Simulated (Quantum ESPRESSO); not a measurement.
System: GaN (space group F-43m).

Calculation (Quantum ESPRESSO 7.5): plane-wave DFT, no spin polarisation; energies at scaled volumes of the given cell, shape and fractions fixed, counted from the fit's minimum, third-order Birch-Murnaghan fit. All runs: no spin polarisation.

- k mesh: 10×10×10
- occupations: Fermi–Dirac
- smearing width: 0.05 eV

Settings that differ: PBEsol: density cutoff 4570 eV, wave cutoff 1140 eV, potentials PseudoDojo-0.4.1-SR-PBEsol-standard; PBE: density cutoff 7620 eV, wave cutoff 952 eV, potentials SSSP-1.3-efficiency-PBE; revPBE + D3: density cutoff 4570 eV, wave cutoff 1140 eV, potentials PseudoDojo-0.4.1-SR-PBE-standard; revPBE + D2: density cutoff 4570 eV, wave cutoff 1140 eV, potentials PseudoDojo-0.4.1-SR-PBE-standard; LDA: density cutoff 4570 eV, wave cutoff 1140 eV, potentials PseudoDojo-0.4.1-SR-LDA-standard.

Predict the pressure against volume, with one curve for each functional. The cases: PBEsol; PBE; revPBE + D3; revPBE + D2; LDA.

The fitted equilibrium volumes, smallest first, are LDA 11.038, PBEsol 11.388, revPBE + D3 11.565, PBE 11.768, revPBE + D2 11.770 Å³/atom. The fitted bulk moduli, smallest first, are PBE 171.7, revPBE + D2 172.1, revPBE + D3 180.4, PBEsol 187.8, LDA 202.8 GPa. For PBEsol, the pressure falls from 12.10 GPa at volume 10.76 Å³/atom to −10.34 GPa at 12.13 Å³/atom, and changes sign near 11.39 Å³/atom. For PBE, the pressure falls from 18.19 GPa at volume 10.76 Å³/atom to −5.38 GPa at 12.13 Å³/atom, and changes sign near 11.73 Å³/atom. For revPBE + D3, the pressure falls from 15.41 GPa at volume 10.76 Å³/atom to −7.73 GPa at 12.13 Å³/atom, and changes sign near 11.57 Å³/atom.

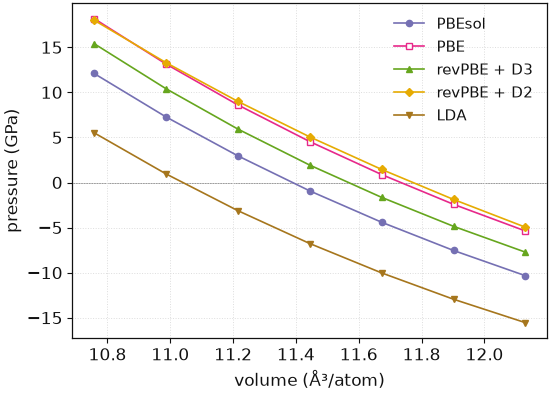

Note: potentials made for another functional (revPBE + D3, revPBE + D2).
